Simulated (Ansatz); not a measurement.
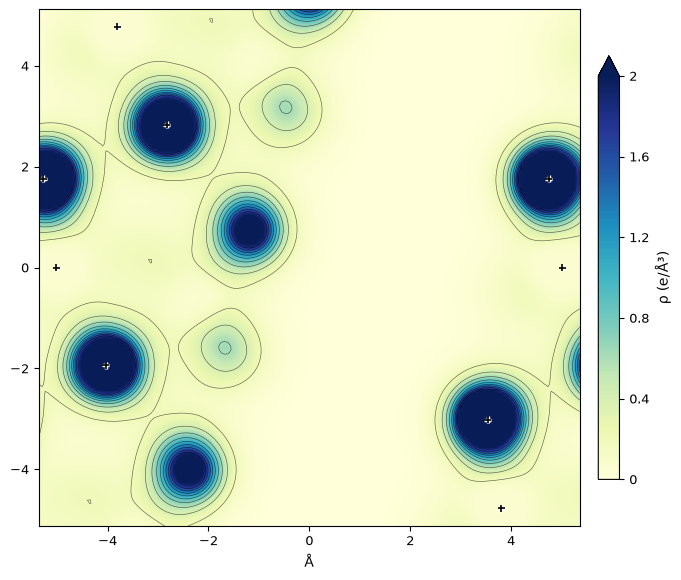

The valence charge density (pseudo) on a plane through atoms (crosses mark nuclei in the plane).

The calculation used DFT r2SCAN, scalar-relativistic, plane waves, PAW in Ansatz.

Candidates:
A. Au, a = 2.81 Å, b = 2.81 Å, c = 5.03 Å, α = 90.00°, β = 90.00°, γ = 120.00°. Space group P6₃/mmc; changed on purpose from its base cell (strain -0.030 along x and y, +0.030 along z, atoms carried along); computed pressure about 4 GPa in this cell.
B. Al$_{2}$O$_{3}$, a = 2.84 Å, b = 2.84 Å, c = 9.62 Å, α = 90.00°, β = 90.00°, γ = 120.00°. Space group P-6m2; a structure from a database of computed crystals, not necessarily the ambient phase; changed on purpose from its base cell (strain -0.015 along x and y, +0.030 along z, atoms carried along); not relaxed (largest force 0.5 eV/Å); computed pressure about −2 GPa in this cell.
C. WSe$_{2}$, a = 3.32 Å, b = 3.32 Å, c = 16.66 Å, α = 90.00°, β = 90.00°, γ = 120.00°. Space group P-6m2; a structure from a database of computed crystals, not necessarily the ambient phase.

Question: Which candidate gave the map?

Answer: Candidate B: Al$_{2}$O$_{3}$ on the (111) plane of the conventional cell, which holds Al and O. Al–O (1.78 Å): ρ is about 0.77 e/Å³ halfway.
